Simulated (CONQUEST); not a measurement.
# GaN: single-point calculation at one volume of an equation of state

The run: single-point calculation at one volume of an equation of state of GaN (8 atoms in the cell). Method and program: Kohn-Sham DFT of a periodic cell, LDA, PseudoDojo NC LDA, no spin polarisation (CONQUEST 1.3).

The structure derives from an entry of the Crystallography Open Database. It belongs to a series of runs on one base structure; here: volume scaled by 0.96.

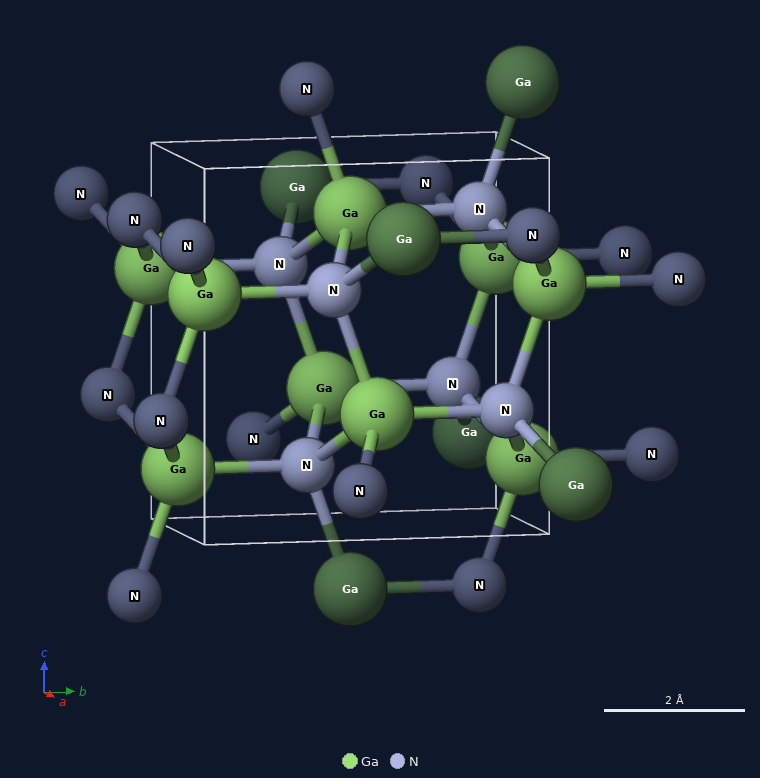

The structure as given in the input (ball-and-stick view of the cell of the calculation, seen slightly off an axis; neighbours outside the cell are drawn fainter). Near neighbours in the crystal (not all of them lie inside the picture): Ga has 4 N at 1.91 to 1.92 Å; N has 4 Ga at 1.91 to 1.92 Å.

### Results in brief

| quantity | value |
| --- | --- |
| outcome | converged |
| space group (tolerance 0.01 Å) | P6₃mc (186) |
| electrons treated | 72 |
| free energy | −9442.6117 eV |
| Fermi energy | −5.929 eV |
| gap on the k-point mesh | 2.40 eV |
| pressure | 7.93 GPa |
| largest force (length of the vector) | 0.155 eV/Å |
| hardware | 1 thread of AMD EPYC (Zen 5), 16 GiB of memory available, shared host |
| wall time | 1.8 min |
| peak memory | 1.8 GiB |

The cell is under a pressure of 7.9 GPa at this level, so it is not at its equilibrium volume.

### Input
```
IO.Title GaN
IO.Coordinates coords.dat
IO.FractionalAtomicCoords T
IO.Iprint 2
IO.Iprint_init 1
General.NumberOfSpecies 2
General.PseudopotentialType hamann
AtomMove.TypeOfRun static
AtomMove.FullStress T
Grid.PointsAlongX 36
Grid.PointsAlongY 60
Grid.PointsAlongZ 60
DM.SolutionMethod diagon
Diag.MPMesh T
Diag.GammaCentred T
Diag.MPMeshX 6
Diag.MPMeshY 4
Diag.MPMeshZ 4
Diag.kT 0.00183747
minE.SCTolerance 1e-6
SC.MaxIters 100
IO.AtomChargeOutput T
%block ChemicalSpeciesLabel
1 69.720 Ga
2 14.010 N
%endblock
```

Command:
```bash
Conquest
```

### What the program printed
```
Simulation cell dimensions:     5.9281 a0 x     9.6304 a0 x    10.2678 a0

      Atomic coordinates (a0)
         Atom         X         Y         Z  Species
            1    0.0000    4.8152    3.4226        1
            2    2.9641    4.8152    8.5565        1
            3    0.0000    0.0000    6.8452        1
            4    2.9641    0.0000    1.7113        1
            5    0.0000    8.4266    3.4226        2
            6    2.9641    8.4266    8.5565        2
            7    0.0000    3.6114    6.8452        2
            8    2.9641    3.6114    1.7113        2

         Monkhorst-Pack mesh:   6 x   4 x   4 gamma-centred
        This calculation includes non-local pseudopotentials,
         with a maximum core radius of      7.96143864

    Job title: GaN
    Job to be run: static calculation

    Ground state search:
      Support functions represented with PAO basis
      1:1 PAO to SF mapping
      Non-spin-polarised electrons
      Solving for the K matrix using diagonalisation
      Using Fermi-Dirac smearing

    Integration grid size:     36 x   60 x   60

    Integration grid spacing:  0.165 a0 x 0.161 a0 x 0.171 a0

    Number of species:  2
    --------------------------------------------------------
    |   #  mass (au)  Charge (e)  SF Rad (a0)  NSF  Label  |
    --------------------------------------------------------
    |   1     69.720      13.000        8.214   18  Ga     |
    |   2     14.010       5.000        5.818   13  N      |
    --------------------------------------------------------
          SCF tolerance:                 0.00000100
          SCF iterations:               100

    LibXC version:  6. 2. 2
    Using the LDA functional Slater exchange
    Using the LDA functional Perdew & Wang

           radial cut-off to be used is taken to be max PAO cut-off radius for this species:    7.961439

           greatest ang. mom. for making density from PAOs:  2

           radial cut-off to be used is taken to be max PAO cut-off radius for this species:    5.483972

           greatest ang. mom. for making density from PAOs:  2
    Minimum blocs/proc is     2025. Maximum blocs/proc is     2025
    set_atom_dens: In set_atomic_density, electrons :      72.000000000000
 matrix_size & matrix_size_padH =          124         124

    Screened ion int: energy:    -274.508425930091 Ha

    new_SC_potl: Starting.  Tolerance:  0.10000E-05

    PulayMixSC: Starting Pulay mixing, A_up =  0.500 A_dn =  0.500
    PulayMixSC: Spin non-polarised calculation.
          Harris-Foulkes Energy            :      -347.293147871262704 Ha
          (TS=0 as O(N) or entropic contribution is negligible)
          DFT Total Energy                 :      -346.518229307991533 Ha
          Total number of electrons        :        72.000000000003240
    PulayMixSC: Pulay iteration     1 residual:              0.55296E-02
          Harris-Foulkes Energy            :      -347.059694778365042 Ha
          (TS=0 as O(N) or entropic contribution is negligible)
          DFT Total Energy                 :      -346.922858769012350 Ha
          Total number of electrons        :        72.000027372140877
    PulayMixSC: Pulay iteration     2 residual:              0.29949E-02
          Harris-Foulkes Energy            :      -347.011029253805418 Ha
          (TS=0 as O(N) or entropic contribution is negligible)
          DFT Total Energy                 :      -347.009198354824150 Ha
          Total number of electrons        :        72.000035015065805
    PulayMixSC: Pulay iteration     3 residual:              0.69578E-03
          Harris-Foulkes Energy            :      -347.009599805096627 Ha
          (TS=0 as O(N) or entropic contribution is negligible)
          DFT Total Energy                 :      -347.009569896378139 Ha
          Total number of electrons        :        72.000052159311252
    PulayMixSC: Pulay iteration     4 residual:              0.47322E-04
          Harris-Foulkes Energy            :      -347.009581268420106 Ha
          (TS=0 as O(N) or entropic contribution is negligible)
          DFT Total Energy                 :      -347.009580806347515 Ha
          Total number of electrons        :        72.000052194005164
    PulayMixSC: Pulay iteration     5 residual:              0.12034E-04
          Harris-Foulkes Energy            :      -347.009580892781628 Ha
          (TS=0 as O(N) or entropic contribution is negligible)
          DFT Total Energy                 :      -347.009580877584938 Ha
          Total number of electrons        :        72.000052680607880
    PulayMixSC: Pulay iteration     6 residual:              0.18056E-05
          Harris-Foulkes Energy            :      -347.009580878520524 Ha
          (TS=0 as O(N) or entropic contribution is negligible)
          DFT Total Energy                 :      -347.009580878499378 Ha
          Total number of electrons        :        72.000052706899666
    PulayMixSC: Pulay iteration     7 residual:              0.64931E-07
    PulayMixSC: Reached SCF tolerance of  0.64931E-07 after      7 iterations
      | Number of electrons      =        72.000053
      |* band energy as 2Tr[K.H] =       -46.004843068875132 Ha
      |  screened ion-ion energy =      -274.508425930090937 Ha
      |  Ha correction           =         0.608111528206244 Ha
      |  XC correction           =       -27.104421055481232 Ha
      |* Harris-Foulkes energy   =      -347.009580878520524 Ha
      |* DFT total energy        =      -347.009580878499378 Ha
      |  estimated accuracy      =        -0.000000000021146 Ha

    force: Forces on atoms (Ha/a0)
    force:  Atom   X              Y              Z
    force:     1   0.0000000000  -0.0030118213   0.0000157646
    force:     2  -0.0000000000  -0.0030118213   0.0000157646
    force:     3   0.0000000000  -0.0030118213  -0.0000157646
    force:     4  -0.0000000000  -0.0030118213  -0.0000157646
    force:     5  -0.0000000000   0.0028236026  -0.0000704457
    force:     6  -0.0000000000   0.0028236026  -0.0000704457
    force:     7   0.0000000000   0.0028236026   0.0000704457
    force:     8   0.0000000000   0.0028236026   0.0000704457

    force: Maximum force :        0.00301182(Ha/a0) on atom         4 in y direction
    force: Force Residual:        0.00291968 Ha/a0
    force: Total stress:         -7.32258667     0.00000000     0.00000000 GPa
                             0.00000000    -9.50262572    -0.00000000
                             0.00000000    -0.00000000    -6.97566980
    force: Average pressure:      7.93362740 GPa

    force: Finished force
    get_E_and_F: Change in energy during last step of electronic optimisation:  0.14261E-07

    BIBLIOGRAPHY: Please consider citing the following references in the conquest.bib file

    CONQUEST:         Bowler2002pt, Miyazaki2004, Nakata2020
    Basis:            Bowler2019
    DM:               Bowler:2006xr
    Pseudopotentials: Hamann2013, Bowler2019
    XC references from LibXC:
      P. A. M. Dirac.,  Math. Proc. Cambridge Philos. Soc. 26, 376 (1930)
```

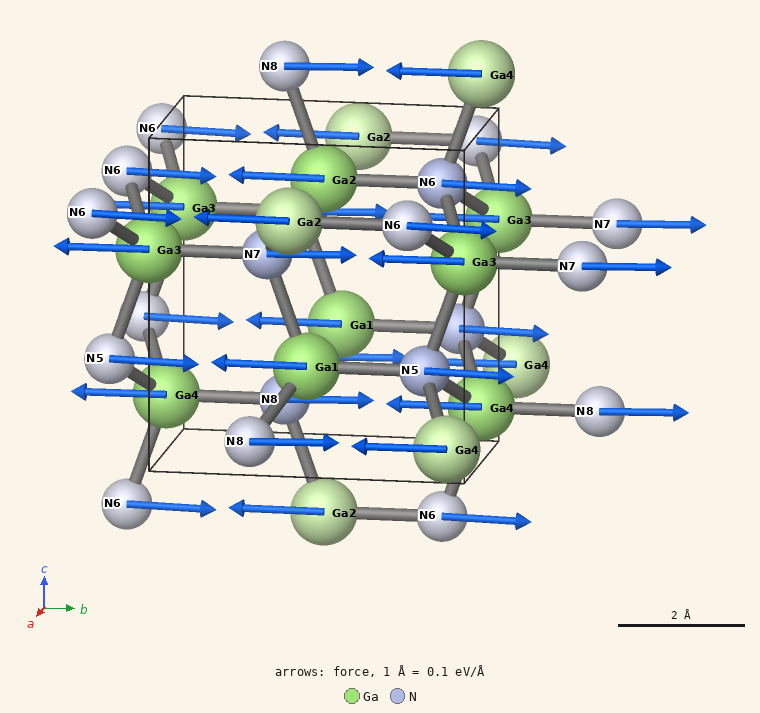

Forces on the atoms as blue arrows (ball-and-stick view of the cell of the calculation, seen slightly off an axis; neighbours outside the cell are drawn fainter; atoms are numbered from 1 in the order of the input). The largest act on all 4 Ga atoms (0.15 eV/Å); all 4 N atoms (0.15 eV/Å). The geometry is not a stationary point of this energy.

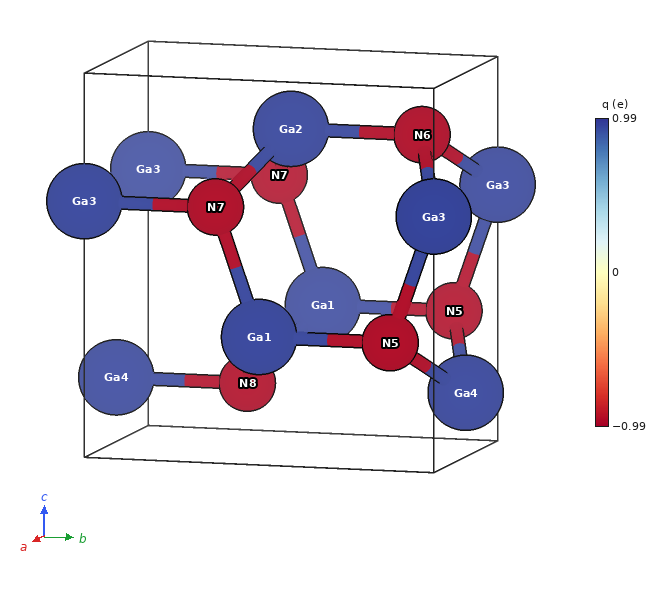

Mulliken charges, as the colour of each atom (ball-and-stick view of the cell of the calculation, seen slightly off an axis; atoms are numbered from 1 in the order of the input). By element: Ga +0.94 and N −0.94 e.
